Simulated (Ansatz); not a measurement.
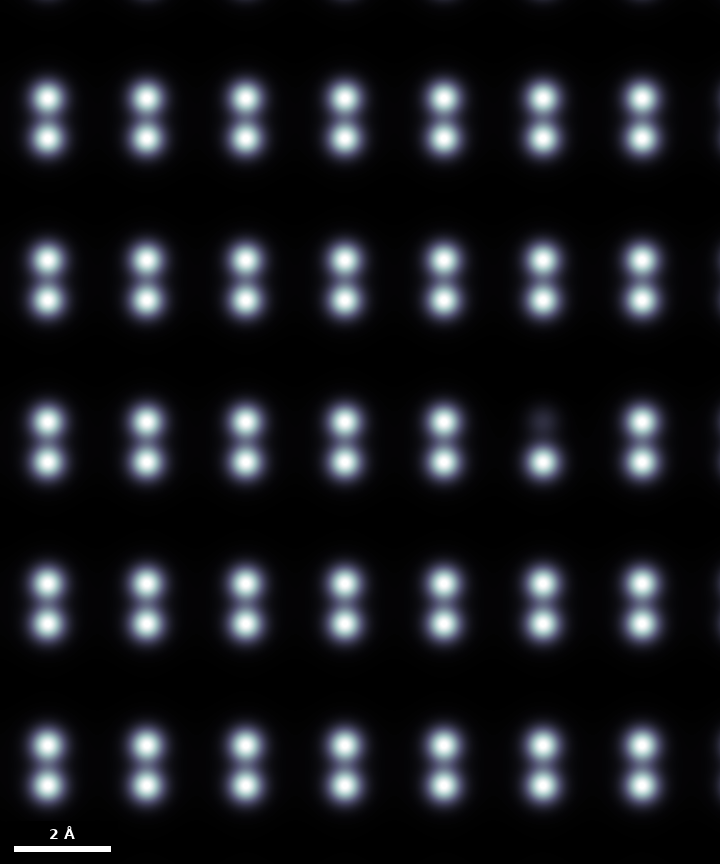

Dark-field STEM-like image of Pt (Fd-3m, No. 227) along [211]. The image is simulated as a sum over atoms of Z^1.6, blurred by a 0.56 Å probe (no channelling). The probe carries 15 % of its weight in a tail 2.5 times as wide.

The sample is 1 repeat (7.1 Å) thick. One point defect was put into the perfect crystal, without relaxing the atoms around it. Brightness is counted from the darkest point of the image. Host structure: the geometry relaxed with DFT, RPBE, plane waves (420 eV) with PAW, scalar-relativistic (Ansatz); the starting structure was generated, so it need not be a known form of this composition.

### Where is the defect (in Å from the left and the top edge), and what does its contrast suggest?

At about 11 Å from the left and 9 Å from the top. The column is dimmer, which points to a vacancy or a lighter atom. The column holds 1 atom (Pt) through the sample, and one Pt atom is replaced by Ni, so its peak drops to about 20 % of that of its equals.
